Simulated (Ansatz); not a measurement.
**Two runs on Ta**

System: Ta (Immm, 1 atom in the cell).
Method of run 1: DFT PBEsol, scalar-relativistic, plane waves, PAW, no spin polarisation (Ansatz 0.2.0).

The structure derives from an entry of the Crystallography Open Database. Text and figures count atoms from 1; the logs count them from 0 in places.

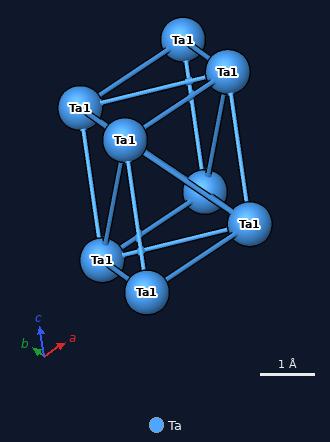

Fig. 1: The structure (ball-and-stick view of the reduced cell, seen slightly off an axis; atoms are numbered from 1 in the order of the input). An atom can appear more than once, as a periodic image. Near neighbours in the periodic cell (some may lie outside the picture): Ta has 12 Ta at 2.95 to 3.01 Å.

Input, run 1:
```yaml
crystal:
  lattice:
    - [-0.0211, 2.11, 2.11]
    - [2.11, -0.0211, 2.11]
    - [2.0889, 2.0889, 0.0]
  atoms:
    - { symbol: Ta, position: [0.0, 0.0, 0.0] }
basis:
  ecutwfc: 420
kpoints:
  mp_grid: { grid: [20, 20, 20] }
hamiltonian:
  xc: pbesol
scf:
  occupations: { method: gaussian, width: 0.15 }
output:
  forces: true
  stress: true
  eigenvalues: true
```

Launched with:
```bash
ansatz run input.yaml --threads 1 --pin off --max-ram 2560MiB --backend cpu --events-out ev --progress --plain --runs-dir out
```

Hardware: 1 thread of Intel Xeon @ 2.70GHz, 189 GiB of memory available, shared host.

Output, shortened to warnings, some set-up lines, iterations and results (run 1):
```
Basis set: ecut = 420 eV, 339 PW (Γ), exchange–correlation on 40×40×40 points (8 copies of the dense FFT grid, shifted against one another)
Symmetry: 8 space group operations
k-points: 1166 of 8000
Initial density: superposition of atomic densities (neutral atoms: chi_scale 0, normalization atom), corrected by the library's trained network
[...]
SCF iter   1: F=—  HF=-9806.228457 eV  |F-HF|=—  |Δ(HF+E_count)|=         —  Δρ=2.63e-3  dr2=5.12e-4  ethr=1.77e-3  ⟨swp⟩=5.1  Hψ=71081  notcnv=0
SCF iter   2: F=—  HF=-9806.228391 eV  |F-HF|=—  |Δ(HF+E_count)|=   6.56e-5  Δρ=1.61e-3  dr2=2.02e-4  ethr=3.94e-6  ⟨swp⟩=2.3  Hψ=28055  notcnv=0
SCF iter   3: F=—  HF=-9806.228435 eV  |F-HF|=—  |Δ(HF+E_count)|=   4.40e-5  Δρ=3.54e-4  dr2=7.76e-6  ethr=1.56e-6  ⟨swp⟩=2.2  Hψ=15365  notcnv=0
SCF iter   4: F=—  HF=-9806.228431 eV  |F-HF|=—  |Δ(HF+E_count)|=   4.24e-6  Δρ=1.44e-4  dr2=1.22e-6  ethr=5.97e-8  ⟨swp⟩=1.4  Hψ=14621  notcnv=0
SCF iter   5: F=-9806.228431 eV  HF=-9806.228431 eV  |F-HF|=3.27e-8  |Δ(HF+E_count)|=   3.88e-7  Δρ=3.26e-5  dr2=6.84e-8  ethr=9.40e-9  ⟨swp⟩=2.7  Hψ=20883  notcnv=0
SCF iter   6: F=-9806.228431 eV  HF=-9806.228431 eV  |F-HF|=5.10e-9  |Δ(HF+E_count)|=   2.34e-8  Δρ=1.31e-5  dr2=1.05e-8  ethr=5.26e-10  ⟨swp⟩=3.3  Hψ=41648  notcnv=0
SCF 1 converged in 6 iterations: F = -9806.228431 eV  dr2 = 1.05e-8
SCF converged after 6 iterations
Free energy (F): -9806.228431 eV
Harris-Foulkes:  -9806.228431 eV  (|F-HF|=5.10e-9)
Internal energy: -9806.214921 eV  (E = F + TS)
E sigma→0 (E₀):  -9806.221676 eV
Entropy (-TS):   -0.013509 eV (-13.509 meV/atom)
Fermi energy:    17.958803 eV
--- Per-component energies (eV) ---
  E_band       = -116.961914
  E_kinetic    = 364.634032
  E_local      = -573.998927  (includes V_loc(G=0)·N_el)
  E_nonlocal   = 16.840374
  E_hartree    = 196.615691
  E_xc         = -216.380194
  E_vxc        = -203.012403  (∫ρ·V_xc dr)
  E_paw        = -8272.178102  (= ΣΔE_a)
  E_vpaw       = -114.656230  (= ΣTr[D̂ρ^β])
  E_aug_tail   = 0.000152  (compensation charges beyond the density's cutoff)
  E_ewald      = -1321.961594
  E_core_change = 0.213646  (= ΣΔE_core)
  E_smearing   = -0.013509  (= −TS)
  E_closure    = 0.000000  (closes the sum)
  Σ components = -9806.228431   (vs F -9806.228431, Δ=0.00e0)
--- Forces (eV/Å), atoms counted from 1 ---
  atom   1  Ta     0.00000000     0.00000000     0.00000000
  max |Σ_I F_I| component: 3.08e-32 eV/Å
--- Stress (GPa, compression-positive) ---
       -5.846401       0.983218       0.000000
        0.983218      -5.846401      -0.000000
        0.000000      -0.000000      -6.047165
  P = ⅓ Tr σ = -5.9133 GPa (-59.133 kbar)
```

For run 2 the input was changed thus:
```diff
-    - [-0.0211, 2.11, 2.11]
-    - [2.11, -0.0211, 2.11]
-    - [2.0889, 2.0889, 0.0]
+    - [-0.01055, 2.11, 2.11]
+    - [2.11, -0.01055, 2.11]
+    - [2.09945, 2.09945, 0.0]
```

Predict how the results change.

With the same functional and potentials, run 2 lies 0.8 meV per atom lower. The number of SCF iterations is the same. On the same kind of shared host run 2 took about 0.62 times as long.

Output, shortened to warnings, some set-up lines, iterations and results (run 2):
```
Basis set: ecut = 420 eV, 339 PW (Γ), exchange–correlation on 40×40×40 points (8 copies of the dense FFT grid, shifted against one another)
Symmetry: 8 space group operations
k-points: 1166 of 8000
Initial density: superposition of atomic densities (neutral atoms: chi_scale 0, normalization atom), corrected by the library's trained network
[...]
SCF iter   1: F=—  HF=-9806.229285 eV  |F-HF|=—  |Δ(HF+E_count)|=         —  Δρ=2.65e-3  dr2=5.22e-4  ethr=1.77e-3  ⟨swp⟩=5.1  Hψ=71033  notcnv=0
SCF iter   2: F=—  HF=-9806.229197 eV  |F-HF|=—  |Δ(HF+E_count)|=   8.74e-5  Δρ=1.36e-3  dr2=1.01e-4  ethr=4.02e-6  ⟨swp⟩=2.2  Hψ=28250  notcnv=0
SCF iter   3: F=—  HF=-9806.229255 eV  |F-HF|=—  |Δ(HF+E_count)|=   5.77e-5  Δρ=1.90e-4  dr2=1.85e-6  ethr=7.73e-7  ⟨swp⟩=1.1  Hψ=12984  notcnv=0
SCF iter   4: F=—  HF=-9806.229255 eV  |F-HF|=—  |Δ(HF+E_count)|=   3.07e-7  Δρ=3.94e-5  dr2=7.84e-8  ethr=1.42e-8  ⟨swp⟩=2.5  Hψ=18983  notcnv=0
SCF iter   5: F=-9806.229255 eV  HF=-9806.229255 eV  |F-HF|=1.01e-9  |Δ(HF+E_count)|=   1.07e-8  Δρ=4.53e-6  dr2=2.21e-9  ethr=6.03e-10  ⟨swp⟩=2.0  Hψ=19816  notcnv=0
SCF iter   6: F=-9806.229255 eV  HF=-9806.229255 eV  |F-HF|=8.73e-11  |Δ(HF+E_count)|=  6.89e-10  Δρ=1.45e-6  dr2=1.59e-10  ethr=1.70e-11  ⟨swp⟩=2.2  Hψ=36225  notcnv=0
SCF 1 converged in 6 iterations: F = -9806.229255 eV  dr2 = 1.59e-10
SCF converged after 6 iterations
Free energy (F): -9806.229255 eV
Harris-Foulkes:  -9806.229255 eV  (|F-HF|=8.73e-11)
Internal energy: -9806.215839 eV  (E = F + TS)
E sigma→0 (E₀):  -9806.222547 eV
Entropy (-TS):   -0.013416 eV (-13.416 meV/atom)
Fermi energy:    17.959595 eV
--- Per-component energies (eV) ---
  E_band       = -116.991542
  E_kinetic    = 364.623237
  E_local      = -573.937798  (includes V_loc(G=0)·N_el)
  E_nonlocal   = 16.830569
  E_hartree    = 196.577044
  E_xc         = -216.378448
  E_vxc        = -203.009906  (∫ρ·V_xc dr)
  E_paw        = -8272.174666  (= ΣΔE_a)
  E_vpaw       = -114.651795  (= ΣTr[D̂ρ^β])
  E_aug_tail   = 0.000152  (compensation charges beyond the density's cutoff)
  E_ewald      = -1321.969576
  E_core_change = 0.213646  (= ΣΔE_core)
  E_smearing   = -0.013416  (= −TS)
  E_closure    = 0.000000  (closes the sum)
  Σ components = -9806.229255   (vs F -9806.229255, Δ=0.00e0)
--- Forces (eV/Å), atoms counted from 1 ---
  atom   1  Ta     0.00000000     0.00000000     0.00000000
  max |Σ_I F_I| component: 2.47e-32 eV/Å
--- Stress (GPa, compression-positive) ---
       -5.902391       0.505468       0.000000
        0.505468      -5.902391      -0.000000
        0.000000      -0.000000      -5.954273
  P = ⅓ Tr σ = -5.9197 GPa (-59.197 kbar)
```

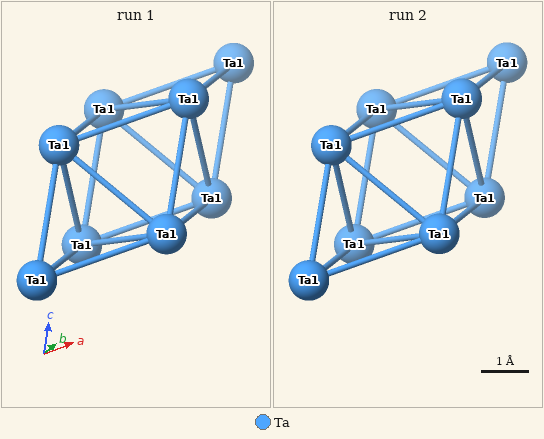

Fig. 2: The two input geometries at one scale (ball-and-stick view of the reduced cell, seen slightly off an axis). The atoms keep their places relative to the cell (all moves are under 0.005 Å). The drawn cell changes at constant volume: a 2.954 → 2.969 Å (+0.5 %), b = c stay at 2.984 Å, α 60.7° → 60.3°, β 60.3° → 60.2°, γ 60.3° → 60.2°. Among the contacts that change: Ta1–Ta1 3.014 → 2.999 Å.

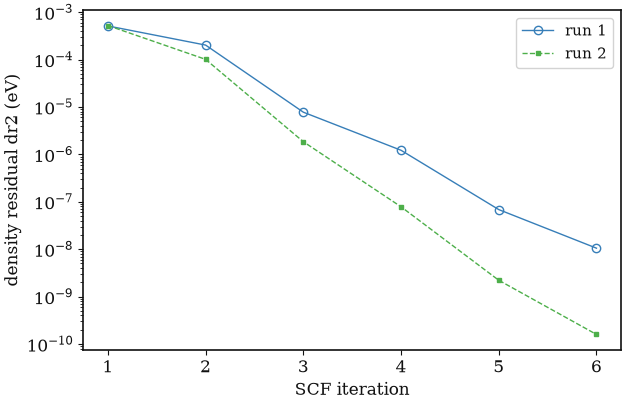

Fig. 3: Convergence of the two runs: density residual dr2 against the SCF iteration. Run 1 takes 6 iterations in all, and run 2 takes 6.

The two runs side by side:

| quantity | run 1 | run 2 |
| --- | --- | --- |
| outcome | converged | converged |
| free energy per atom (eV) | −9806.2284 | −9806.2293 |
| energy per atom, smearing taken to zero (eV) | −9806.2217 | −9806.2225 |
| gap on the mesh (eV) | 0.00 | 0.00 |
| pressure (GPa) | −5.91 | −5.92 |
| largest force (eV/Å) | 0.000 | 0.000 |
| SCF iterations | 6 | 6 |
| irreducible k-points | 1166 | 1166 |
| plane waves at Γ | 339 | 339 |
| wall time (shared host) | 22 s | 14 s |

For both runs: Spin–orbit coupling is left out, which matters for Ta. The cell is under a tension of 5.9 GPa at this level, so it is not at its equilibrium volume.
